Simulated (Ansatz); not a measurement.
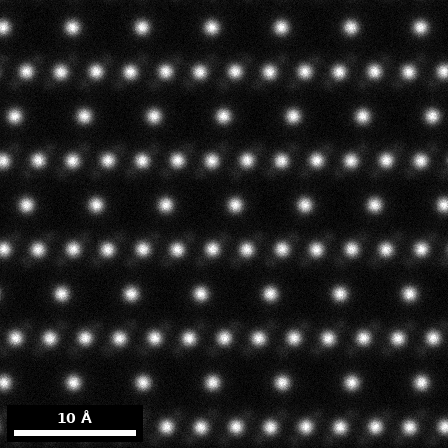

Dark-field STEM-like image of Sn3O4 (C2/m, No. 12) along [010]. Simulated incoherent Z contrast: every atom adds Z^1.6 spread by a probe of 0.86 Å full width; channelling and multiple scattering are left out. The probe carries 25 % of its weight in a tail 2.5 times as wide. The display is stretched by a gamma of 0.8; percentages refer to the linear signal. Shot noise was added.

One planar defect was built into the perfect crystal by geometry alone, without relaxation. Host structure: coordinates from a relaxation with DFT PBE, scalar-relativistic, plane waves, PAW in Ansatz 0.2.0; the starting structure was generated, so it need not be a known form of this composition.

Question: Where does the periodic pattern break, and how?

Answer: A planar fault (a stacking fault or antiphase boundary) runs horizontally about 18 Å below the top edge. The part above it is shifted along the boundary by 2/3 of the 5.73 Å repeat of the rows (3.8 Å to the right, the same as 1.9 Å to the left); both parts keep the same orientation.
